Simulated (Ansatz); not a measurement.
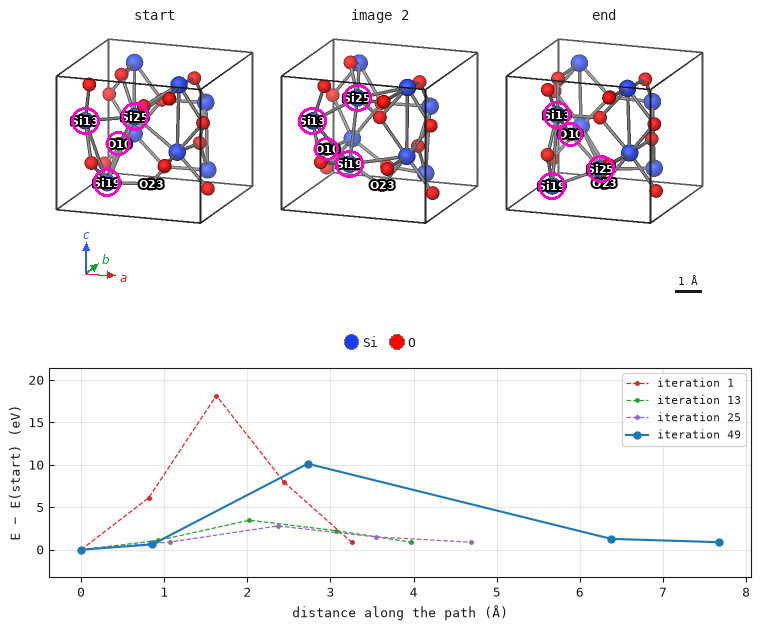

A nudged-elastic-band calculation for SiO2 with an interstitial Si (25 atoms in the cell). Images are numbered from 0 (start) to 4 (end). The plot follows the band through its iterations. Style: ball-and-stick. Shown: the simulation cell (origin moved), slightly off an axis. The atoms that move most are ringed. Bonds to atoms that aren't drawn are left out.

These are results of Ansatz, DFT LDA, scalar-relativistic, plane waves, PAW, not measurements. Set-up: plane-wave cutoff 420 eV; k-point mesh 2 × 2 × 2; Fermi-Dirac smearing 0.05 eV; 3 movable images; climbing image; force threshold 0.05 eV/Å; iteration limit 49; spring constant 0.1 eV/Å²; optimiser FIRE.

**Judge this run.**

The result isn't final. The band hadn't converged when the run stopped after 49 iterations. The barrier read from it is provisional: over the last two iterations the highest image moved from 5.62 eV to 10.13 eV. The spring constant is far from the usual few eV/Å², which spoils the spacing or the steps. The first iteration put the highest image at 18.17 eV. The highest point, image 2, lies 10.13 eV above the start and 9.25 eV above the end; the end is at +0.88 eV relative to the start.

Limits of the set-up: the periodic images lie only 5.3 Å apart, so the values are limited by the cell's size.

PAW datasets: the set soft_1.
